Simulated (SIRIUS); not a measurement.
**Ca: 7 runs along one coordinate**

System: Ca (1 atom in the cell).
Method: Kohn-Sham DFT of a periodic cell, PBE, dojo-sr-pbe-0.4.1-standard, no spin polarisation (SIRIUS 7.10.0).

The 7 runs differ only in the geometry, by an even scaling of the cell at fixed fractional positions. The structure derives from an entry of the Crystallography Open Database.

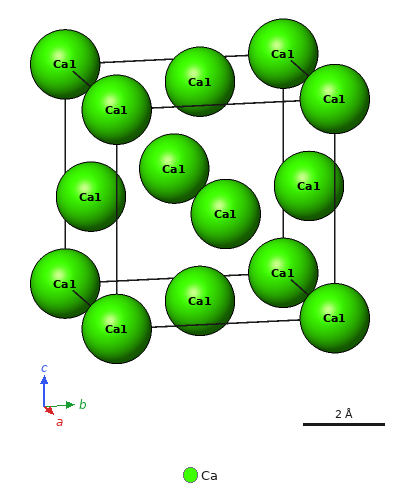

Figure 1. The structure of run 4 (spheres-only view of the cell 4 times as large as that of the calculation, set on its symmetry axes, seen slightly off an axis; atoms are numbered from 1 in the order of the input).

### Input of run 4
```
{
  "control": {
    "processing_unit": "cpu",
    "verbosity": 2,
    "num_bands_to_print": 11,
    "print_forces": true,
    "print_stress": true
  },
  "parameters": {
    "electronic_structure_method": "pseudopotential",
    "xc_functionals": ["XC_GGA_X_PBE", "XC_GGA_C_PBE"],
    "gk_cutoff": 8.3,
    "pw_cutoff": 16.6,
    "ngridk": [8, 8, 8],
    "shiftk": [0, 0, 0],
    "smearing": "fermi_dirac",
    "smearing_width": 0.0018374661,
    "num_bands": 11,
    "num_mag_dims": 0,
    "num_dft_iter": 100,
    "energy_tol": 1e-08,
    "density_tol": 1e-06
  },
  "iterative_solver": {
    "type": "davidson",
    "min_tolerance": 1e-10
  },
  "mixer": {
    "type": "anderson",
    "beta": 0.7,
    "max_history": 8
  },
  "settings": {
    "tol_ne": 1e-10
  },
  "unit_cell": {
    "lattice_vectors": [
      [0.0, 5.280272737429, 5.280272737429],
      [5.280272737429, 0.0, 5.280272737429],
      [5.280272737429, 5.280272737429, 0.0]
    ],
    "atom_coordinate_units": "lattice",
    "atom_types": ["Ca"],
    "atom_files": {
      "Ca": "Ca.json"
    },
    "atoms": {
      "Ca": [
        [0.0, 0.0, 0.0]
      ]
    }
  }
}
```

Command:
```bash
upf_to_json Ca.upf
OMP_NUM_THREADS=1 sirius.scf --input=sirius.json --output=out.json --task=0
```

Run 3 differs from it as follows:
```diff
-      [0.0, 5.280272737429, 5.280272737429],
-      [5.280272737429, 0.0, 5.280272737429],
-      [5.280272737429, 5.280272737429, 0.0]
+      [0.0, 5.244833597546, 5.244833597546],
+      [5.244833597546, 0.0, 5.244833597546],
+      [5.244833597546, 5.244833597546, 0.0]
```

### Results, with one run withheld

| run | volume per atom (Å³) | free energy per atom, from the lowest run given (meV) | pressure (GPa) |
| --- | --- | --- | --- |
| 1 | 41.014 | 1.63 | 0.48 |
| 2 | 41.886 | 0.00 | 0.10 |
| 3 | 42.759 | ? | ? |
| 4 | 43.632 | 2.57 | −0.57 |
| 5 | 44.504 | 6.44 | −0.87 |
| 6 | 45.377 | 11.85 | −1.14 |
| 7 | 46.250 | 18.64 | −1.38 |

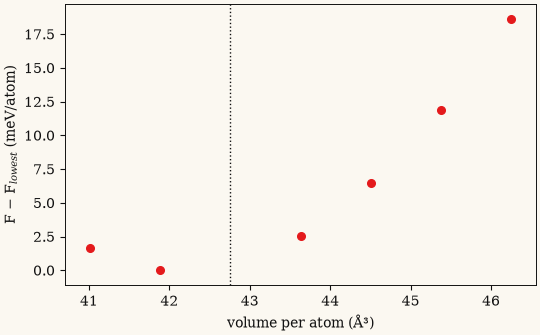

Figure 2. Free energy per atom of the runs given; the dotted line marks run 3.

Fit the runs given and predict run 3.

A cubic polynomial in V^(−2/3) (the Birch–Murnaghan form), fitted to the 6 runs given, misses them by at most 0.01 meV per atom. With x = V^(−2/3) − 0.08059 Å⁻², it reads F = 2.8514 − 2994.6 x + 7.6649e+05 x² − 2.6732e+06 x³ (meV per atom). At run 3 it gives 0.37 meV per atom, and the run itself gives 0.37. The slope of the fit gives a pressure −dF/dV of −0.24 GPa there, and the run prints −0.25 GPa. The fit has its minimum at 42.152 Å³ per atom, where V d²F/dV² gives 17.3 GPa: the bulk modulus at this level, since symmetry fixes the shape and the positions.

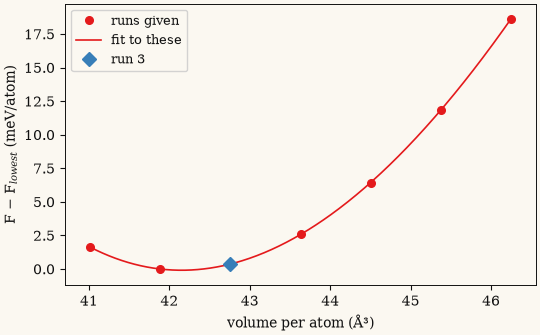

Figure 3. The fit and the withheld run.

### Some lines of the output (run 3)
```
[...]
[find] Total energy                   :     -38.71202628 (Ha),     -77.42405256 (Ry)
[find] Free energy (E-TS)             :     -38.71246249 (Ha),     -77.42492498 (Ry)
[find] Efermi                         :       0.17926177
[find] Free energy (E-TS)             :     -38.71246251 (Ha),     -77.42492502 (Ry)
[find] Efermi                         :       0.17927531
[find] Total energy                   :     -38.71202628 (Ha),     -77.42405257 (Ry)
[find] Efermi                         :       0.17927284
[find] Efermi                         :       0.17927467
[find] Efermi                         :       0.17927493
[find] Efermi                         :       0.17927593
[find] Efermi                         :       0.17927627
[find] Efermi                         :       0.17927623
[find] Efermi                         :       0.17927622
[find] Efermi                         :       0.17927621
```
